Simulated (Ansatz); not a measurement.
# Geometry relaxation of ZrS2 (part 2 of 2)

The same run, continued: ZrS2 (slab, 6 atoms in the cell); DFT PBE+D3(BJ), scalar-relativistic, plane waves, PAW, no spin polarisation (Ansatz 0.2.0); cutoff 420 eV, 12×12×1 k-mesh, Gaussian smearing of 0.02 eV. The structure derives from an entry of the Crystallography Open Database. The input holds or restrains some coordinates. Forces given for the steps count only the free coordinates. It belongs to a series of runs on one base structure; here: bilayer, upper layer shifted by (0.667, 0.333).

Geometry of the input (Å; fractional positions):
```
3.6482  0.0000  0.0000
-1.8241  3.1594  0.0000
0.0000  0.0000  44.2705
S  0.6667  0.3333  0.3968
Zr 0.0000  0.0000  0.4298
S  0.3333  0.6667  0.4627
S  0.3333  0.6667  0.5373
Zr 0.6667  0.3333  0.5702
S  0.0000  0.0000  0.6032
```

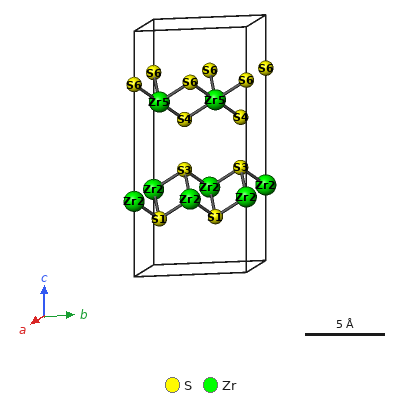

*The geometry at step 1 of the log (ball-and-stick view of the 1 × 2 repeat of the cell, with the vacuum cut short, seen slightly off an axis; atoms are numbered from 1 in the order of the input).*

### Output, continued
```
SCF iter   1: F=—  HF=-11986.946154 eV  |F-HF|=—  |Δ(HF+E_count)|=         —  Δρ=2.82e-3  dr2=5.34e-2  ethr=1.12e-4  ⟨swp⟩=2.9  Hψ=2484  notcnv=0  defer=36
preconditioner: auto → Resta (q_TF=auto, 1.840 Å⁻¹)  ε∞=2.6  [insulator: Δε(μ)=1.038 eV  Ē_g=7.240 eV  σ=0.020 eV  W_gap=1.00  n_scr=24 (ndim 8)  ℏωp=9.3 eV  f_vac=0.708  D(μ)=0.00/eV (n_scr^D=0)  ε∞_Penn≈2.6  vacuum switching on, ρ_ref=3.8e-3 e/Å³]
SCF iter   2: F=—  HF=-11986.943975 eV  |F-HF|=—  |Δ(HF+E_count)|=   2.18e-3  Δρ=1.36e-3  dr2=3.61e-2  ethr=1.11e-4  ⟨swp⟩=2.7  Hψ=885  notcnv=0  defer=36
SCF iter   3: F=—  HF=-11986.940853 eV  |F-HF|=—  |Δ(HF+E_count)|=   3.12e-3  Δρ=1.07e-3  dr2=7.15e-3  ethr=7.51e-5  ⟨swp⟩=2.6  Hψ=924  notcnv=0  defer=36
SCF iter   4: F=—  HF=-11986.940619 eV  |F-HF|=—  |Δ(HF+E_count)|=   2.34e-4  Δρ=4.05e-4  dr2=9.72e-4  ethr=1.49e-5  ⟨swp⟩=2.6  Hψ=899  notcnv=0  defer=36
SCF iter   5: F=—  HF=-11986.940644 eV  |F-HF|=—  |Δ(HF+E_count)|=   2.49e-5  Δρ=1.09e-4  dr2=9.17e-5  ethr=2.02e-6  ⟨swp⟩=3.1  Hψ=1024  notcnv=0  defer=36
SCF iter   6: F=—  HF=-11986.940534 eV  |F-HF|=—  |Δ(HF+E_count)|=   1.10e-4  Δρ=2.66e-5  dr2=4.29e-6  ethr=1.91e-7  ⟨swp⟩=3.0  Hψ=1041  notcnv=0  defer=36
SCF iter   7: F=—  HF=-11986.940534 eV  |F-HF|=—  |Δ(HF+E_count)|=   2.98e-8  Δρ=1.06e-5  dr2=5.31e-7  ethr=8.95e-9  ⟨swp⟩=3.1  Hψ=1156  notcnv=0  defer=36
SCF iter   8: F=—  HF=-11986.940534 eV  |F-HF|=—  |Δ(HF+E_count)|=   1.17e-7  Δρ=3.12e-6  dr2=3.83e-7  ethr=7.17e-10  ⟨swp⟩=24.3  Hψ=6684  notcnv=0
SCF iter   9: F=-11986.940534 eV  HF=-11986.940534 eV  |F-HF|=4.73e-9  |Δ(HF+E_count)|=   2.84e-8  Δρ=1.40e-6  dr2=1.01e-8  ethr=7.17e-10  ⟨swp⟩=12.9  Hψ=4609  notcnv=0
SCF 2 converged in 9 iterations: F = -11986.940534 eV  dr2 = 1.01e-8
  greatest PAW one-centre occupation: 0.995 electrons in one spin orbital (limit 2), on the Zr atom at site 1 (counted from 0), in its partial waves of l = 0
relax step   2: F+E_penalty+E_count = -11986.94053398 eV  Δ(F+E_penalty+E_count) = +1.279e-3 eV  max|allowed force component| = 1.033e-1 eV/Å  Δτ_max = 0.0752 Å  (9 SCF iters, dr2 threshold 3.44e-7 eV, rejected (line search))
SCF iter   1: F=—  HF=-11986.945869 eV  |F-HF|=—  |Δ(HF+E_count)|=         —  Δρ=1.75e-3  dr2=2.04e-2  ethr=4.24e-4  ⟨swp⟩=3.9  Hψ=1381  notcnv=0  defer=35
preconditioner: auto → Resta (q_TF=auto, 1.840 Å⁻¹)  ε∞=2.7  [insulator: Δε(μ)=1.018 eV  Ē_g=7.238 eV  σ=0.020 eV  W_gap=1.00  n_scr=24 (ndim 8)  ℏωp=9.3 eV  f_vac=0.710  D(μ)=0.00/eV (n_scr^D=0)  ε∞_Penn≈2.7  vacuum switching on, ρ_ref=3.8e-3 e/Å³]
SCF iter   2: F=—  HF=-11986.944095 eV  |F-HF|=—  |Δ(HF+E_count)|=   1.77e-3  Δρ=8.47e-4  dr2=1.39e-2  ethr=4.26e-5  ⟨swp⟩=3.8  Hψ=1360  notcnv=0  defer=35
SCF iter   3: F=—  HF=-11986.942889 eV  |F-HF|=—  |Δ(HF+E_count)|=   1.21e-3  Δρ=6.65e-4  dr2=2.78e-3  ethr=2.89e-5  ⟨swp⟩=2.4  Hψ=824  notcnv=0  defer=35
SCF iter   4: F=—  HF=-11986.942788 eV  |F-HF|=—  |Δ(HF+E_count)|=   1.01e-4  Δρ=2.53e-4  dr2=3.60e-4  ethr=5.79e-6  ⟨swp⟩=3.0  Hψ=1018  notcnv=0  defer=35
SCF iter   5: F=—  HF=-11986.942786 eV  |F-HF|=—  |Δ(HF+E_count)|=   2.07e-6  Δρ=7.16e-5  dr2=2.82e-5  ethr=7.50e-7  ⟨swp⟩=3.2  Hψ=1147  notcnv=0  defer=35
SCF iter   6: F=—  HF=-11986.942751 eV  |F-HF|=—  |Δ(HF+E_count)|=   3.51e-5  Δρ=1.59e-5  dr2=1.75e-6  ethr=5.88e-8  ⟨swp⟩=2.9  Hψ=1172  notcnv=0  defer=35
SCF iter   7: F=-11986.942751 eV  HF=-11986.942751 eV  |F-HF|=3.40e-8  |Δ(HF+E_count)|=   7.75e-8  Δρ=5.04e-6  dr2=9.44e-8  ethr=2.08e-10  ⟨swp⟩=21.8  Hψ=7356  notcnv=0
SCF 3 converged in 7 iterations: F = -11986.942751 eV  dr2 = 9.44e-8
relax step   3: F+E_penalty+E_count = -11986.94275110 eV  Δ(F+E_penalty+E_count) = -9.377e-4 eV  max|allowed force component| = 7.763e-3 eV/Å  Δτ_max = 0.0288 Å  (7 SCF iters, accepted)
NSCF: frozen V_eff on 25 k-points
SCF converged after 7 iterations
Free energy (F): -11986.942751 eV
Harris-Foulkes:  -11986.942751 eV  (|F-HF|=3.40e-8)
Internal energy: -11986.942751 eV  (E = F + TS)
E sigma→0 (E₀):  -11986.942751 eV
Fermi energy:    -5.893213 eV
--- Per-component energies (eV) ---
  E_band       = -971.427940
  E_kinetic    = 1093.881357
  E_local      = -133317.577634  (includes V_loc(G=0)·N_el)
  E_nonlocal   = 269.222563
  E_hartree    = 65947.737828
  E_xc         = -713.852168
  E_vxc        = -734.033577  (∫ρ·V_xc dr)
  E_paw        = -8307.687808  (= ΣΔE_a)
  E_vpaw       = -178.425501  (= ΣTr[D̂ρ^β])
  E_aug_tail   = 0.000054  (compensation charges beyond the density's cutoff)
  E_ewald      = 63043.033376
  E_disp       = -1.700319  (pairwise vdW)
  E_smearing   = -0.000000  (= −TS)
  E_closure    = 0.000000  (closes the sum)
  Σ components = -11986.942751   (vs F -11986.942751, Δ=0.00e0)
--- Forces (eV/Å), atoms counted from 1 ---
  atom   1  S     -0.00000000    -0.00000000    -0.00545402
  atom   2  Zr     0.00000000     0.00000000     0.00710430
  atom   3  S      0.00000000     0.00000000    -0.00126625
  atom   4  S     -0.00000000    -0.00000000     0.00163827
  atom   5  Zr    -0.00000000    -0.00000000    -0.00775466
  atom   6  S      0.00000000     0.00000000     0.00578064
  max |Σ_I F_I| component: 4.83e-5 eV/Å
--- 2D stress c σ (N/m, compression-positive) ---
       -0.218853      -0.000000       0.000000
       -0.000000      -0.218853       0.000000
        0.000000       0.000000       0.000000
  P = ½ c Tr σ = -0.2189 N/m
--- Band table (eV; the first three rows and the last of 19) ---
  k-point 0: bands = ["-55.2601", "-55.2599", "-33.3299", "-33.3297", "-33.1720", "-33.1720", "-33.1718", "-33.1718", "-18.9353", "-18.8415", "-17.7901", "-17.6579", "-10.4710", "-9.9988", "-9.0636", "-9.0636", "-9.0415", "-9.0415", "-7.6695", "-6.8841", "-6.4705", "-6.4705", "-6.4000", "-6.4000", "-4.7380", "-4.7380", "-4.7362", "-4.7362", "-3.9813", "-3.6104"]
  k-point 1: bands = ["-55.2587", "-55.2585", "-33.3258", "-33.3256", "-33.1910", "-33.1908", "-33.1760", "-33.1758", "-18.8637", "-18.7688", "-17.7984", "-17.6701", "-10.3853", "-9.9131", "-9.2493", "-9.1653", "-9.0212", "-8.9978", "-7.4636", "-6.9495", "-6.8728", "-6.7400", "-6.6720", "-6.6074", "-4.6726", "-4.6655", "-4.4933", "-4.4808", "-3.8778", "-3.5032"]
  k-point 2: bands = ["-55.2550", "-55.2548", "-33.3146", "-33.3144", "-33.2425", "-33.2423", "-33.1871", "-33.1869", "-18.6650", "-18.5669", "-17.8191", "-17.7015", "-10.1601", "-9.7074", "-9.5295", "-9.3644", "-8.9185", "-8.8911", "-7.8839", "-7.7985", "-7.1725", "-7.0368", "-6.9776", "-6.5530", "-4.7571", "-4.7129", "-4.0108", "-3.9883", "-3.6006", "-3.2585"]
  k-point 18: bands = ["-55.2371", "-55.2369", "-33.3621", "-33.3619", "-33.3615", "-33.3614", "-33.2602", "-33.2601", "-17.8258", "-17.6710", "-17.6707", "-17.6422", "-9.7386", "-9.7386", "-9.6770", "-9.6598", "-9.5279", "-9.5278", "-8.7935", "-8.2555", "-8.2552", "-8.0153", "-8.0151", "-7.8207", "-3.9848", "-3.9846", "-3.3810", "-3.2505", "-3.2504", "-3.0770"]
--- Relaxed structure (3 steps of the walk, 2 accepted, 0 SCFs on fresh bases) ---
  F+E_penalty+E_count = -11986.94275110 eV   max|allowed force component| = 7.763e-3 eV/Å
  cell:  # Å, volume = 510.2611 Å³
    - [3.648157291476657, -2.88675137782247e-11, 0.0]
    - [-1.8240786457133285, 3.1593968914346497, 0.0]
    - [0.0, 0.0, 44.2705330929]
  atoms:
    - { symbol: S, position: [0.6666666666666665, 0.3333333333333333, 0.3962894650259578] }
    - { symbol: Zr, position: [-2.432317089934201e-19, -2.4323170899564266e-19, 0.4292352279284467] }
    - { symbol: S, position: [0.33333333333333326, 0.6666666666666667, 0.46207885754641936] }
    - { symbol: S, position: [0.33333333333333326, 0.6666666666666667, 0.5379208416479784] }
    - { symbol: Zr, position: [0.6666666666666665, 0.3333333333333333, 0.5707653051544617] }
    - { symbol: S, position: [2.401840833806603e-19, 2.401840833828549e-19, 0.6037103026967363] }
```

### Trajectory as extended XYZ (Å, eV, eV/Å), 3 frames, from step=1 to step=3
```
6
Lattice="3.6482 0.0000 0.0000 -1.8241 3.1594 0.0000 0.0000 0.0000 44.2705" Properties=species:S:1:pos:R:3:forces:R:3 step=1 energy=-11986.94181
S     1.8241    1.0531   17.5676    0.0000   0.0000   0.0051
Zr    0.0000    0.0000   19.0265    0.0000   0.0000   0.0436
S     0.0000    2.1063   20.4853    0.0000   0.0000  -0.0743
S     0.0000    2.1063   23.7853    0.0000   0.0000   0.0737
Zr    1.8241    1.0531   25.2441    0.0000   0.0000  -0.0428
S     0.0000    0.0000   26.7029    0.0000   0.0000  -0.0057
6
Lattice="3.6482 0.0000 0.0000 -1.8241 3.1594 0.0000 0.0000 0.0000 44.2705" Properties=species:S:1:pos:R:3:forces:R:3 step=2 energy=-11986.94053 accepted=F
S     1.8241    1.0531   17.5065    0.0000   0.0000  -0.0355
Zr    0.0000    0.0000   18.9631    0.0000   0.0000  -0.0344
S     0.0000    2.1063   20.4100    0.0000   0.0000   0.1033
S     0.0000    2.1063   23.8605    0.0000   0.0000  -0.1025
Zr    1.8241    1.0531   25.3075    0.0000   0.0000   0.0330
S     0.0000    0.0000   26.7640    0.0000   0.0000   0.0361
6
Lattice="3.6482 0.0000 0.0000 -1.8241 3.1594 0.0000 0.0000 0.0000 44.2705" Properties=species:S:1:pos:R:3:forces:R:3 step=3 energy=-11986.94275
S     1.8241    1.0531   17.5439    0.0000   0.0000  -0.0055
Zr    0.0000    0.0000   19.0025    0.0000   0.0000   0.0071
S     0.0000    2.1063   20.4565    0.0000   0.0000  -0.0013
S     0.0000    2.1063   23.8140    0.0000   0.0000   0.0016
Zr    1.8241    1.0531   25.2681    0.0000   0.0000  -0.0078
S     0.0000    0.0000   26.7266    0.0000   0.0000   0.0058
```

### Summary

| quantity | value |
| --- | --- |
| outcome | converged under the restraints of the input |
| electrons treated | 48 |
| free energy | −11986.9428 eV |
| work function, top face | 5.89 eV |
| work function, bottom face | 5.89 eV |
| Fermi energy | −5.893 eV |
| gap on the k-point mesh | 1.01 eV |
| gap on the band path | 1.01 eV |
| final volume | 510.26 Å³ |
| work function (upper face) | 5.89 eV |
| largest force (length of the vector) at the end, held atoms and coordinates included | 0.008 eV/Å |
| hardware | 2 threads of Intel Xeon @ 2.50GHz (Skylake/Cascade Lake), 32 GiB of memory available, shared host |
| wall time | 56 s (CPU time 1.8 min) |
| peak memory | 0.83 GiB |

### Remarks

Notes on the run: the SCF threshold is looser than advised for the printed stress.
